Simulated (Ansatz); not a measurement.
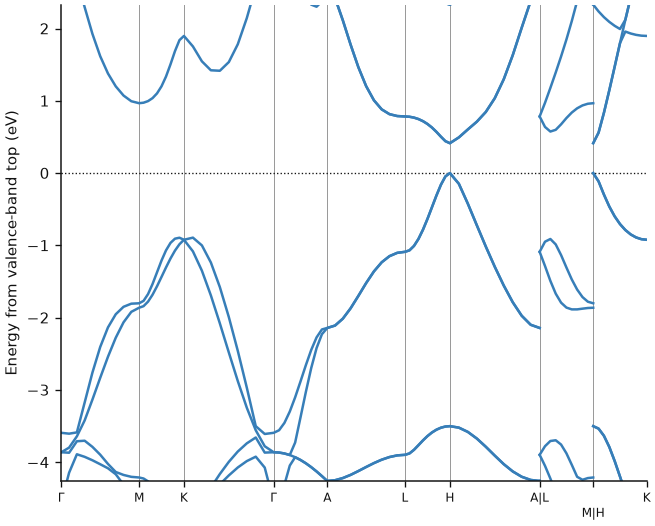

Band structure. Energies are counted from the top of the valence band.

> Which Bravais lattice do the labels of the path belong to?

A hexagonal (primitive) lattice: the path Γ–M–K–Γ–A–L–H–A|L–M|H–K runs through the special points of its Brillouin zone.

System: SnO, space group P6_3/mmc (No. 194), 4 atoms in the cell, h-MgO (five-fold) type.

```xyz
4
Lattice="4.1255 0.0000 0.0000 -2.0627 3.5728 0.0000 0.0000 0.0000 5.1854" Properties=species:S:1:pos:R:3 pbc="T T T"
Sn    0.0000    2.3819    1.2964
Sn    2.0627    1.1909    3.8891
O     2.0627    1.1909    1.2964
O     0.0000    2.3819    3.8891
```

Method: DFT, PBE, plane waves, PAW, no spin polarisation, 12×12×6 k mesh, 420 eV cutoff (Ansatz).

> Metal, semiconductor or insulator, and what is the gap?

The bands leave a gap. The gap along this path is 0.41 eV and direct: both edges lie at H.
